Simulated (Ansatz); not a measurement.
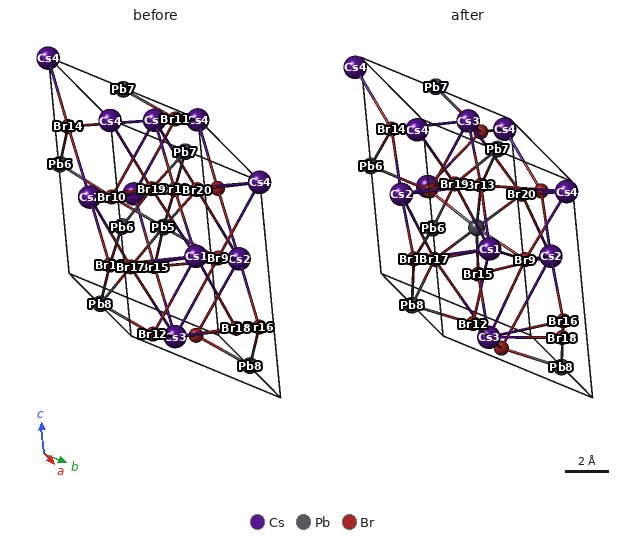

The structure of solid CsPbBr3 (set up in P1) before (left) and after (right) a relaxation, at one scale.

Style: ball-and-stick. Shown: the cell of the calculation, slightly off an axis.

The calculation used DFT PBEsol, scalar-relativistic, plane waves, PAW in Ansatz. (plane-wave cutoff 420 eV; k-point mesh 2 × 2 × 2; occupations gaussian; smearing width 0.02 eV; mesh shifted by (0.5, 0.5, 0.5); no spin polarisation; atoms relaxed in a fixed cell; force threshold 0.03 eV/Å; at most 25 steps)

> Summarise the run.

Cs1 moves most: 0.94 Å roughly along [−1 −1 0]. Largest moves by element: Cs 0.94 Å, Br 0.78 Å, Pb 0.14 Å. The lattice vectors keep their values. Some distances before and after: Cs1–Br18 4.187 → 5.550 Å, Cs1–Br20 4.223 → 5.551 Å, Cs1–Br14 4.089 → 5.407 Å, Cs1–Br15 4.276 → 5.489 Å. Bonds break: Cs1–Br14 (4.09 → 5.41 Å), Cs1–Br18 (4.19 → 5.55 Å), Cs1–Br20 (4.22 → 5.55 Å). Among the angles between lasting bonds that change: Pb5–Br15–Pb7 178.5° → 151.6°, Cs1–Br11–Pb8 91.3° → 118.1°, Pb7–Br11–Pb8 179.3° → 153.1°. The space group stays P1 (No. 1). Over 12 geometry steps the energy falls by 23.4 meV per atom. The largest force component goes from 0.45 to 0.015 eV/Å.
